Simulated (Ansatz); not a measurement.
Li12H12: geometry relaxation (part 1 of 2)

Li12H12 (slab, 24 atoms in the cell), computed with DFT, PBEsol, PAW, plane waves (Ansatz 0.2.0).

The structure is a generated slab.

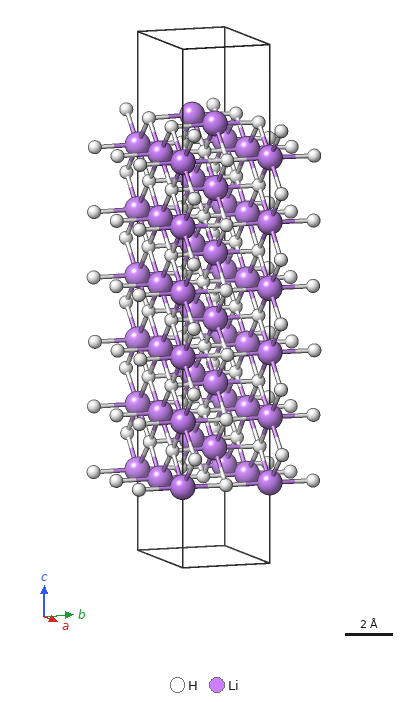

The input geometry (ball-and-stick view of the 2 × 1 repeat of the cell, with the vacuum cut short, seen slightly off an axis; bonded neighbours outside the cell are drawn too).

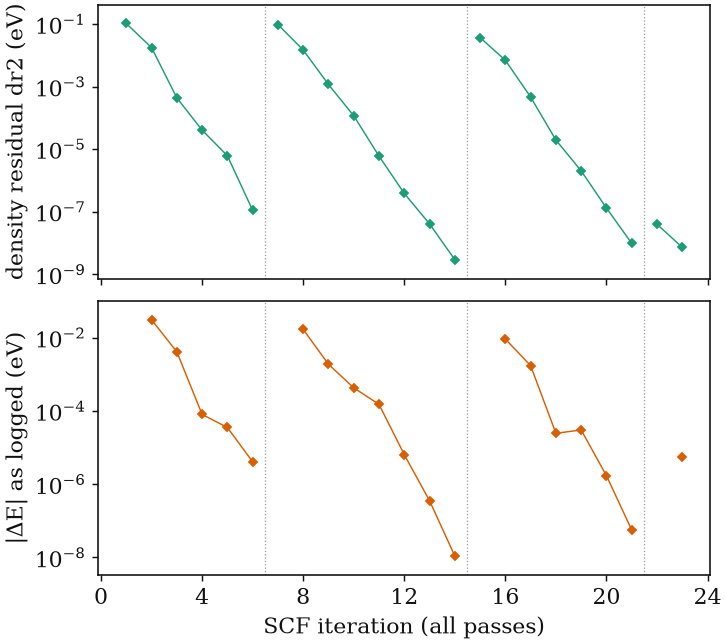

Convergence of the self-consistent field: density residual dr2 and size of the energy change against the SCF iteration. The dotted lines part the SCF passes of the relaxation: geometry steps, rejected trials and re-solves on a re-selected basis. The passes take 6, 8, 7 and 2 iterations.

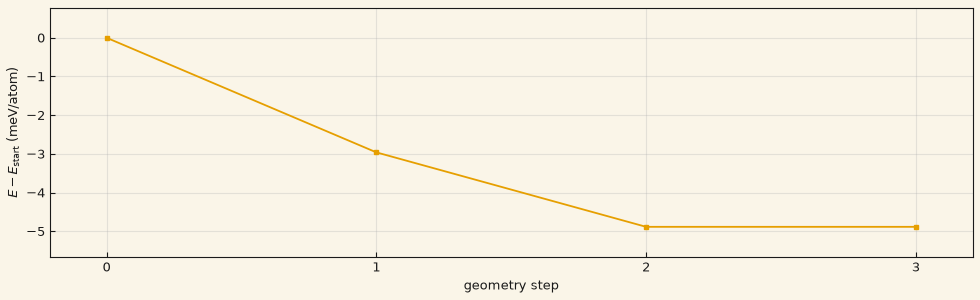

Progress of the relaxation, step by step (the first geometry is step 0 here and step 1 in the log).

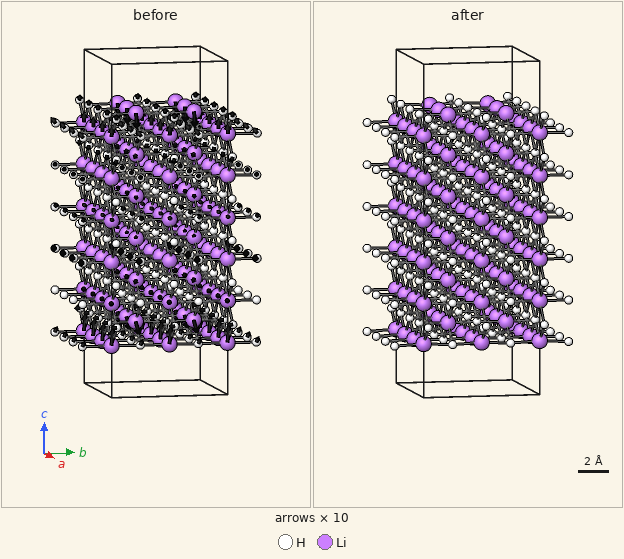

Before (left) and after (right) the relaxation, at one scale (ball-and-stick view of the 3 × 2 repeat of the cell, with the vacuum cut short, with bonded neighbours outside it, seen slightly off an axis). The black arrows give the displacements, magnified 10 times. The largest moves, 0.13 Å, are those of Li15 and Li19. Largest moves by element: Li 0.13 Å, H 0.06 Å. The cell stays as it was. Among the contacts that change: H9–Li24 2.030 → 1.914 Å, H10–Li19 1.994 → 1.880 Å, H6–Li15 1.977 → 1.881 Å, H12–Li24 1.971 → 2.058 Å. Among the angles that change: Li19–H10–Li19 89.9° → 97.0°, H10–Li19–H10 89.9° → 97.0°, Li24–H9–Li24 88.6° → 94.7°. The energy falls by 4.9 meV per atom in 3 geometry steps. Largest force component: 0.33 eV/Å at the start, 0.029 eV/Å at the end. (Atoms are counted from 1 in the order of the input.)

The input and output of the run follow.

### Input
```yaml
crystal:
  lattice:
    - [1.989985, -1.989985, 0.000000]
    - [0.000000, 0.000000, 3.979969]
    - [-20.137303, -20.137303, 0.000000]
  atoms:
    - { symbol: H, position: [0.508376, 0.997892, 0.769573] }
    - { symbol: H, position: [0.496487, 0.996939, 0.573720] }
    - { symbol: H, position: [0.503620, 0.995783, 0.375810] }
    - { symbol: H, position: [0.501585, 0.001562, 0.673775] }
    - { symbol: H, position: [0.505622, 0.995566, 0.475617] }
    - { symbol: H, position: [0.505451, 0.009255, 0.276442] }
    - { symbol: H, position: [0.993829, 0.501999, 0.623187] }
    - { symbol: H, position: [0.020459, 0.505349, 0.425948] }
    - { symbol: H, position: [0.008367, 0.492674, 0.227549] }
    - { symbol: H, position: [0.999171, 0.509192, 0.721965] }
    - { symbol: H, position: [0.999354, 0.495381, 0.523798] }
    - { symbol: H, position: [0.008815, 0.496345, 0.327452] }
    - { symbol: Li, position: [0.997976, 0.997304, 0.624311] }
    - { symbol: Li, position: [0.005868, 0.996520, 0.426044] }
    - { symbol: Li, position: [0.009307, 0.994064, 0.228112] }
    - { symbol: Li, position: [0.000017, 0.000031, 0.722759] }
    - { symbol: Li, position: [0.996341, 0.998149, 0.523801] }
    - { symbol: Li, position: [0.993270, 0.002127, 0.327718] }
    - { symbol: Li, position: [0.498214, 0.498469, 0.771447] }
    - { symbol: Li, position: [0.497672, 0.500396, 0.574786] }
    - { symbol: Li, position: [0.505209, 0.501541, 0.377025] }
    - { symbol: Li, position: [0.497156, 0.505176, 0.673031] }
    - { symbol: Li, position: [0.501913, 0.500058, 0.474114] }
    - { symbol: Li, position: [0.500862, 0.491447, 0.278190] }
kpoints:
  mp_grid: { grid: [6, 4, 1] }
hamiltonian:
  xc: pbesol
scf:
  occupations: { method: fermi_dirac, width: 0.01 }
relax:
  f_tol: 0.03
  max_steps: 80
  escape_saddle: false
  adjacent_minimum: "off"
output:
  forces: true
  eigenvalues: true
  populations: true
  write_density: true
  write_potential: true
  elf: true
  volumetric_format: npy
```

Launched with:
```bash
ansatz run in.yaml --threads 8 --pin off --max-ram 15200MiB --runs-dir r --events-out ev --progress --plain
```

### What the program printed
```
Pseudopotentials: kind: paw
Functional definition: PBEsol
  exchange = pbesol_x
  correlation = pbesol_c
Crystal: 24 atoms, lattice volume = 318.978 Å³
Basis set: ecut = 420 eV, 6247 PW (Γ), exchange–correlation on 40×54×384 points (8 copies of the dense FFT grid, shifted against one another)
Bands: 48, of which v1, the nominal top of the filled ones, is band 24 counted from 1 (23 counted from 0)
Symmetry: 1 space group operations
Space group: P1 (ITA 1), of the structure as read, at distance tolerance 6.8e-5 Å
k-points: 14 of 24 (time reversal used)
Non-local potential: H, projectors of the file, l = 0: 2, l = 1: 1
Non-local potential: Li, projectors of the file, l = 0: 3, l = 1: 2, l = 2: 1
PAW form: soft (Blöchl's): semilocal exchange-correlation on the pseudo side does not see the compensation charge
PAW one-centre angular grid: H, 110 points (default); XC on 64 Gauss nodes
PAW one-centre angular grid: Li, 110 points (default); XC on 64 Gauss nodes
Initial density: superposition of atomic densities (neutral atoms: chi_scale 0, normalization atom), corrected by the library's trained network
Initial wavefunctions: pseudopotential atomic-orbital guess
Functional: x = pbesol(κ = 0.804, μ = 0.12345679012345678), c = pbesol(β = 0.046)
SCF iter   1: F=—  HF=-2632.797373 eV  |F-HF|=—  |Δ(HF+E_count)|=         —  Δρ=5.95e-3  dr2=1.04e-1  ethr=1.77e-3  ⟨swp⟩=7.9  Hψ=3529  notcnv=0  defer=95
preconditioner: auto → Resta (q_TF=auto, 1.990 Å⁻¹)  ε∞=2.2  [insulator: Δε(μ)=2.694 eV  Ē_g=9.223 eV  σ=0.010 eV  W_gap=1.00  n_scr=40 (ndim 8)  ℏωp=10.2 eV  f_vac=0.360  D(μ)=0.00/eV (n_scr^D=0)  ε∞_Penn≈2.2  vacuum switching on, ρ_ref=6.2e-3 e/Å³]
SCF iter   2: F=—  HF=-2632.766672 eV  |F-HF|=—  |Δ(HF+E_count)|=   3.07e-2  Δρ=2.58e-3  dr2=1.76e-2  ethr=2.17e-4  ⟨swp⟩=2.0  Hψ=865  notcnv=0  defer=238
SCF iter   3: F=—  HF=-2632.762564 eV  |F-HF|=—  |Δ(HF+E_count)|=   4.11e-3  Δρ=2.10e-4  dr2=4.38e-4  ethr=3.67e-5  ⟨swp⟩=2.6  Hψ=730  notcnv=0  defer=241
SCF iter   4: F=—  HF=-2632.762645 eV  |F-HF|=—  |Δ(HF+E_count)|=   8.03e-5  Δρ=9.48e-5  dr2=4.07e-5  ethr=9.12e-7  ⟨swp⟩=1.9  Hψ=771  notcnv=0  defer=241
iter 5 did not close the SCF: its close was put off for the readings that it lacked (scf_convergence_deferred on its scf_iter line)
SCF iter   5: F=-2632.762682 eV  HF=-2632.762680 eV  |F-HF|=2.21e-6  |Δ(HF+E_count)|=   3.53e-5  Δρ=3.14e-5  dr2=6.19e-6  ethr=8.49e-8  ⟨swp⟩=2.0  Hψ=649  notcnv=0  defer=241
SCF iter   6: F=-2632.762684 eV  HF=-2632.762684 eV  |F-HF|=1.98e-7  |Δ(HF+E_count)|=   4.09e-6  Δρ=4.53e-6  dr2=1.12e-7  ethr=1.29e-8  ⟨swp⟩=21.3  Hψ=5808  notcnv=0
SCF 1 converged in 6 iterations: F = -2632.762684 eV  dr2 = 1.12e-7
  greatest PAW one-centre occupation: 1.000 electrons in one spin orbital (limit 2), on the Li atom at site 15 (counted from 0), in its partial waves of l = 0
relax step   1: F+E_penalty+E_count = -2632.76268427 eV  Δ(F+E_penalty+E_count) = +0.000e0 eV  max|allowed force component| = 3.350e-1 eV/Å  Δτ_max = 0.0000 Å  (6 SCF iters, dr2 threshold 2.25e-5 eV, accepted)
Initial density: handed on by an earlier stage of this run
Initial wavefunctions: those handed on with the density
iter 1 solved again at ethr=1.96e-4 eV; its pass at ethr=3.10e-3 eV (dr2=9.42e-2 eV) is discarded
SCF iter   1: F=—  HF=-2632.848059 eV  |F-HF|=—  |Δ(HF+E_count)|=         —  Δρ=4.02e-3  dr2=9.64e-2  ethr=1.96e-4  ⟨swp⟩=1.0  Hψ=2380  notcnv=0  defer=242
preconditioner: auto → Resta (q_TF=auto, 1.990 Å⁻¹)  ε∞=2.2  [insulator: Δε(μ)=2.781 eV  Ē_g=9.472 eV  σ=0.010 eV  W_gap=1.00  n_scr=40 (ndim 8)  ℏωp=10.2 eV  f_vac=0.364  D(μ)=0.00/eV (n_scr^D=0)  ε∞_Penn≈2.2  vacuum switching on, ρ_ref=6.5e-3 e/Å³]
SCF iter   2: F=—  HF=-2632.831294 eV  |F-HF|=—  |Δ(HF+E_count)|=   1.68e-2  Δρ=1.79e-3  dr2=1.48e-2  ethr=1.96e-4  ⟨swp⟩=3.0  Hψ=593  notcnv=0  defer=242
SCF iter   3: F=—  HF=-2632.833170 eV  |F-HF|=—  |Δ(HF+E_count)|=   1.88e-3  Δρ=3.98e-4  dr2=1.17e-3  ethr=3.08e-5  ⟨swp⟩=3.0  Hψ=811  notcnv=0  defer=244
SCF iter   4: F=—  HF=-2632.833598 eV  |F-HF|=—  |Δ(HF+E_count)|=   4.28e-4  Δρ=1.28e-4  dr2=1.17e-4  ethr=2.43e-6  ⟨swp⟩=2.6  Hψ=839  notcnv=0  defer=244
SCF iter   5: F=—  HF=-2632.833749 eV  |F-HF|=—  |Δ(HF+E_count)|=   1.51e-4  Δρ=2.70e-5  dr2=6.02e-6  ethr=2.45e-7  ⟨swp⟩=2.2  Hψ=728  notcnv=0  defer=244
iter 6 did not close the SCF: its close was put off until two iterations running show no level that it waits for move by more than its bar (scf_convergence_deferred on its scf_iter line)
SCF iter   6: F=-2632.833755 eV  HF=-2632.833755 eV  |F-HF|=1.99e-7  |Δ(HF+E_count)|=   6.42e-6  Δρ=7.08e-6  dr2=3.87e-7  ethr=1.26e-8  ⟨swp⟩=21.0  Hψ=5709  notcnv=0
iter 7 did not close the SCF: its close was put off until two iterations running show no level that it waits for move by more than its bar (scf_convergence_deferred on its scf_iter line)
SCF iter   7: F=-2632.833756 eV  HF=-2632.833756 eV  |F-HF|=1.01e-8  |Δ(HF+E_count)|=   3.54e-7  Δρ=1.94e-6  dr2=4.10e-8  ethr=8.07e-10  ⟨swp⟩=9.0  Hψ=3504  notcnv=0
SCF iter   8: F=-2632.833756 eV  HF=-2632.833756 eV  |F-HF|=1.23e-9  |Δ(HF+E_count)|=   1.10e-8  Δρ=5.19e-7  dr2=2.95e-9  ethr=8.54e-11  ⟨swp⟩=7.8  Hψ=3102  notcnv=0
SCF 2 converged in 8 iterations: F = -2632.833756 eV  dr2 = 2.95e-9
  greatest PAW one-centre occupation: 1.000 electrons in one spin orbital (limit 2), on the Li atom at site 23 (counted from 0), in its partial waves of l = 0
relax step   2: F+E_penalty+E_count = -2632.83375562 eV  Δ(F+E_penalty+E_count) = -7.107e-2 eV  max|allowed force component| = 2.398e-1 eV/Å  Δτ_max = 0.1952 Å  (8 SCF iters, dr2 threshold 7.01e-6 eV, accepted)
```
